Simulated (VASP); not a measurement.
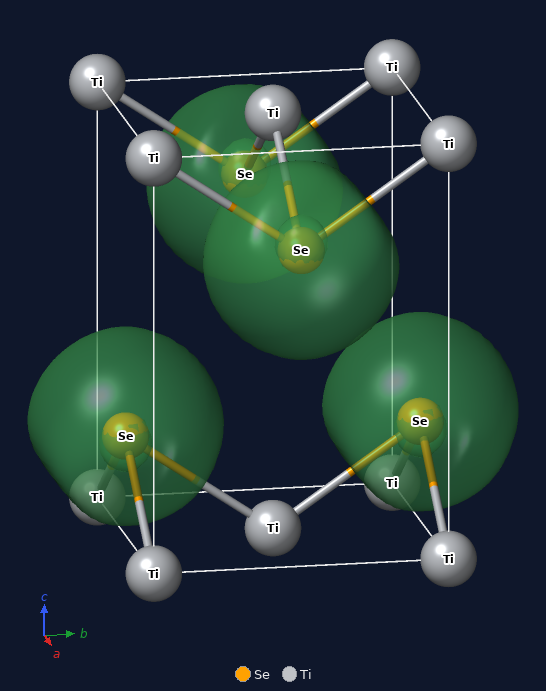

The picture shows: TiSe. Isosurface of the electron localisation function at 0.65 (green), seen slightly off an axis. Only the valence region is drawn (cores and ρ < 0.01 e/Å³ removed). Sticks mark near contacts.

Space group P4/nmm; a structure from a database of computed crystals, not necessarily the ambient phase; not relaxed (largest force 0.3 eV/Å); computed pressure about −3 GPa in this cell.

All numbers below come from Kohn-Sham DFT of a periodic cell, PBEsol, VASP PAW PBE potentials, materialsproject in VASP.

Where are the electrons localised?

Answer. The ELF exceeds this value in two regions wrapped around Se (the valence shell of each), counted in one cell of 4 atoms. Regions shared between cells count once. Along the contacts the grid gives the following. Ti–Se (2.53 Å): the ELF is about 0.45 at the midpoint.
